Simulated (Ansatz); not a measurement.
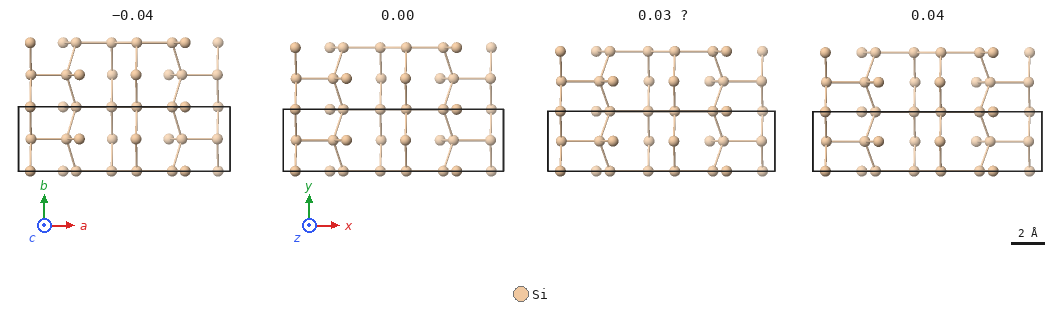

Solid Si (C2/m): the cell is strained along x and oppositely along y, with the atoms kept at their fractional coordinates. x, y and z are the Cartesian axes of the input. The picture is a ball-and-stick view of the conventional cell (2 times the calculation's cell), repeated 1 × 2 × 1 with one cell outlined, seen along the c axis. Lengths and directions refer to the drawn axes.

These are results of DFT LDA, scalar-relativistic, plane waves, PAW in Ansatz, not measurements. (plane-wave cutoff 420 eV; k-point mesh 10 × 10 × 6; occupations gaussian; smearing width 0.03 eV; no spin polarisation). Energies (free energies at the smearing named) are counted from the relaxed crystal.

```json
{"strain": "−0.040", "E − E(ref) (meV/atom)": "36.1"}
{"strain": "−0.030", "E − E(ref) (meV/atom)": "20.4"}
{"strain": "−0.020", "E − E(ref) (meV/atom)": "9.1"}
{"strain": "−0.010", "E − E(ref) (meV/atom)": "2.3"}
{"strain": "0.000", "E − E(ref) (meV/atom)": "0.0"}
{"strain": "0.010", "E − E(ref) (meV/atom)": "2.3"}
{"strain": "0.020", "E − E(ref) (meV/atom)": "9.1"}
{"strain": "0.030", "E − E(ref) (meV/atom)": "?"}
{"strain": "0.035", "E − E(ref) (meV/atom)": "28.0"}
{"strain": "0.040", "E − E(ref) (meV/atom)": "36.6"}
```

### One row is withheld. What is its energy?

A straight line between the two neighbours gives 21.7 meV/atom. A cubic through the four nearest rows (0.010, 0.020, 0.035, 0.040) gives, with Lagrange weights, (−0.0667)(2.3) + (0.3333)(9.1) + (1.0667)(28.0) + (−0.3333)(36.6) = 20.5 meV/atom. The calculation gives 20.5 meV/atom, so the cubic is right to the digits shown and the straight line 1.2 meV/atom too high, as the curve bends upwards here.

The whole profile:

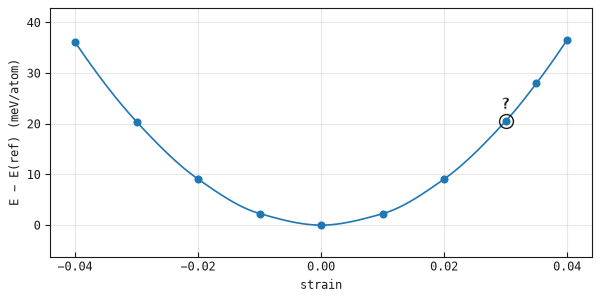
